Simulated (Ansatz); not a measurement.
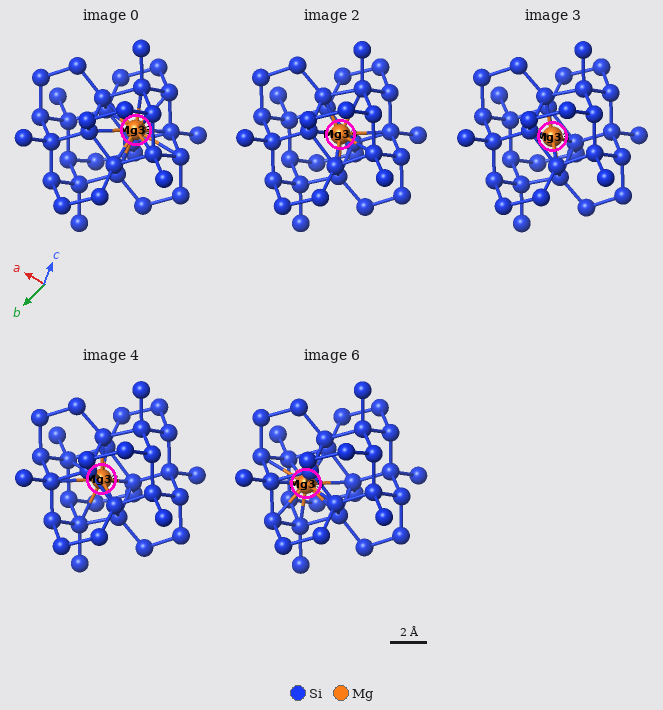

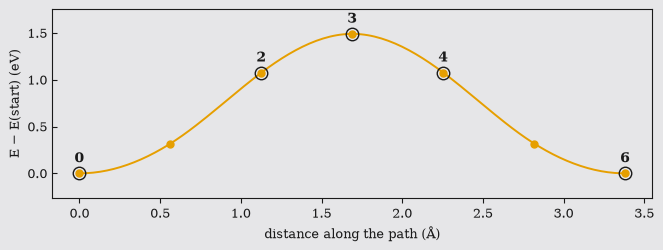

NEB run on a defect cell of composition MgSi32 (cell charge +2) (33 atoms in the cell). Images are numbered from 0 (start) to 6 (end). The picture is a ball-and-stick view of the atoms within 5.8 Å of the middle of the path, seen from a free direction. The moving atom is ringed, with any periodic copies. Bonds to atoms that aren't drawn are left out.

Theory: DFT PBE, scalar-relativistic, plane waves, PAW in Ansatz 0.2.0. Run with plane-wave cutoff 420 eV; k-point mesh 2 × 2 × 2; Gaussian smearing 0.02 eV; 5 movable images; climbing image.

**Describe the mechanism and the energy profile.**

The Mg atom travels furthest, 3.18 Å from end to end, along [1 1 0], on a straight line. At the highest image its nearest neighbour (Si) is 2.45 Å away, against 2.62 Å at the start, and the surrounding atoms stand up to 0.15 Å off the mean of their end positions. The barrier is about 1.49 eV in both directions, with image 3 at the top; the ends have the same energy. The band converged in 4 iterations. The largest component of the band force went from 2.2 to 0.011 eV/Å. The climbing image converged on the top of the path. Its curvatures weren't checked.

Limits of the set-up: the cell is charged, on a uniform background, and energies carry no finite-size correction.

The run took 5 min on 4 threads of Arm Neoverse V1 (shared host), peak memory 2.9 GiB.
